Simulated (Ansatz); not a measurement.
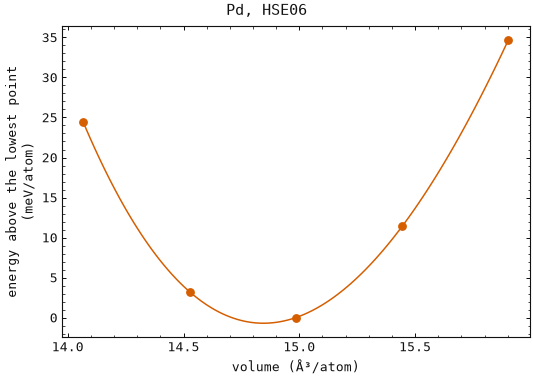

Calculation (Ansatz 0.2.0 development build): equation of state of a cubic crystal from periodic Kohn-Sham density functional theory without spin, third-order Birch-Murnaghan fit to the free energies; pressure corrected for the finite basis. Level: HSE06.

- structure type: fcc
- atoms in cell: 1
- space group number: 225
- lattice centring: face-centred primitive
- k mesh: 6×6×6
- occupation method: Fermi–Dirac
- occupation width: 0.1 eV
- wave cutoff: 600 eV
- datasets: hand-made PAW
- density tolerance: 0 eV
- bands: 13
- density cutoff ratio: 4
- search for lower states: default
- exchange singularity: regularized

**Figure.** Energy above the lowest point against volume for Pd, space group Fm-3m (No. 225) (one of a set of cubic test structures, which need not be the stable phase).

A third-order Birch–Murnaghan fit gives V0 = 14.85 Å³/atom, B0 = 175 GPa and B′ = 5.6. The energy above the lowest point is 24.4 meV/atom at volume 14.07 Å³/atom and 34.7 meV/atom at 15.90 Å³/atom; the lowest computed point is at volume 14.98 Å³/atom (0.0 meV/atom).

Note: coarse k-mesh, values are not converged in k; no spin polarisation, a magnetic state may lie lower.
